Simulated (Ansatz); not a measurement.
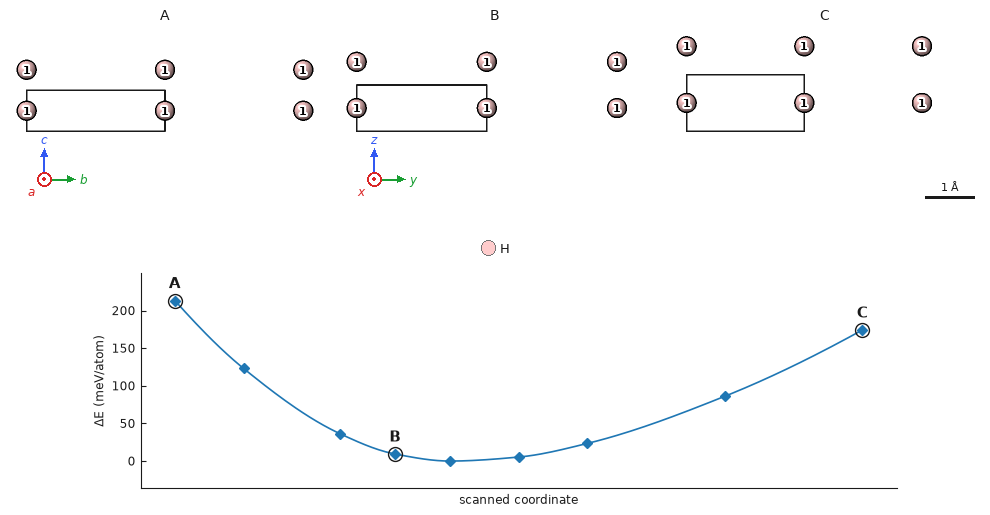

Frames of a one-coordinate scan of a crystal of H (P4/mmm). x, y and z are the Cartesian axes of the input. Style: ball-and-stick. Shown: the cell of the calculation, repeated 1 × 1 × 1 with one cell outlined, repeated 2 × 2 × 2 with one cell outlined, along the a axis.

Theory: Ansatz, DFT PBE+D3(BJ), scalar-relativistic, plane waves, PAW. Set-up: plane-wave cutoff 420 eV; k-point mesh 12 × 12 × 30; occupations gaussian; smearing width 0.05 eV; no spin polarisation. Energies (free energies at the smearing named) are counted from the cell as listed in its source, which wasn't relaxed.

**What is being scanned?**

The ratio of the cell's length along z to its lengths across, counted as 1 for the reference, is changed at fixed volume (a c/a path), with the atoms kept at their fractional coordinates. In the frames the relative ratio is 0.80 (A), 0.96 (B), 1.30 (C). Of the computed points the lowest is at the relative ratio 1.00, 0.0 meV/atom. At the ends of the scan the energy is 213.4 meV/atom (0.80) and 174.2 meV/atom (1.30). The unrelaxed reference is under a pressure of 1.3 GPa. The distortion keeps the space group P4/mmm. At the relative ratio 1.30 the cell of the drawing goes a 2.650 → 2.428 Å, b 2.650 → 2.428 Å, c 0.980 → 1.168 Å.
